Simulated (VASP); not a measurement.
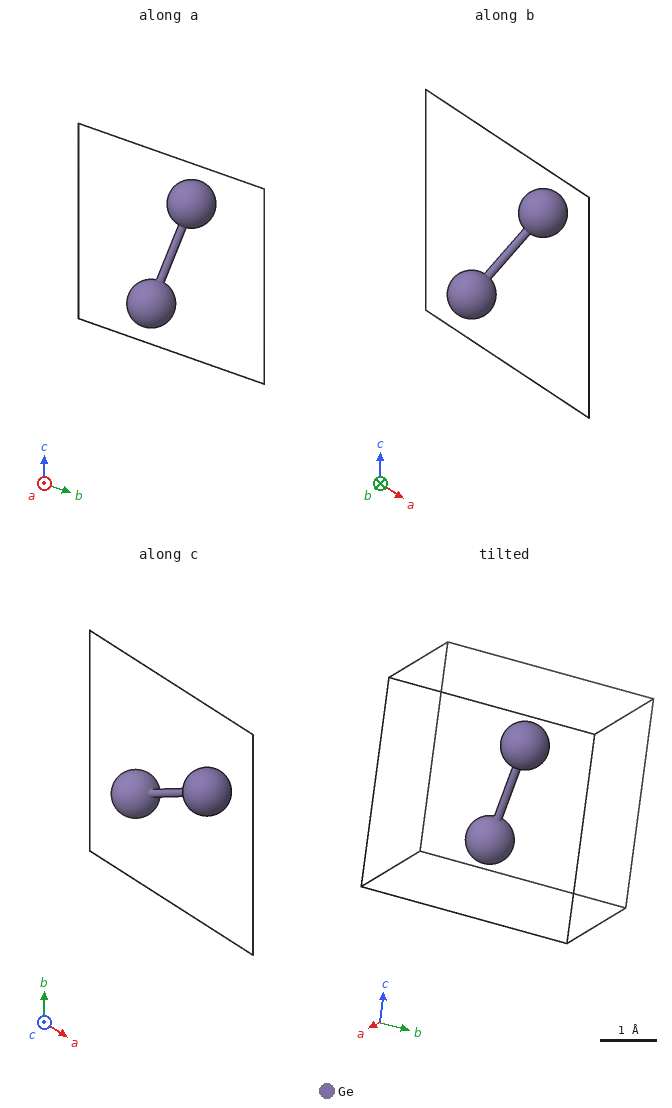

Ball-and-stick drawing of the structure, looking along the a axis, along the b axis, along the c axis and slightly off an axis. Lines trace the edges of the conventional unit cell.

Lattice parameters: a = 3.952 Å, b = 3.978 Å, c = 3.981 Å, α = 92.93°, β = 117.95°, γ = 116.81°.

Question: From the views, write a table of Wyckoff sites, with free fractional coordinates to two decimals.

Answer: Space group P-1 (No. 2).
```tsv
atom	site	x	y	z
Ge	2i	0.72	0.61	0.79
```

It derives from a structure type filled with this element by a generator (whether the element takes this form wasn't checked). Earlier steps of the study may have refined or changed the cell and positions. It was run through VASP as a DFT input.

At this level of theory the cell isn't at rest (compressed, at 15 GPa and forces up to 6.9 eV/Å), so its distances can differ from those at equilibrium, the more so the softer the solid.
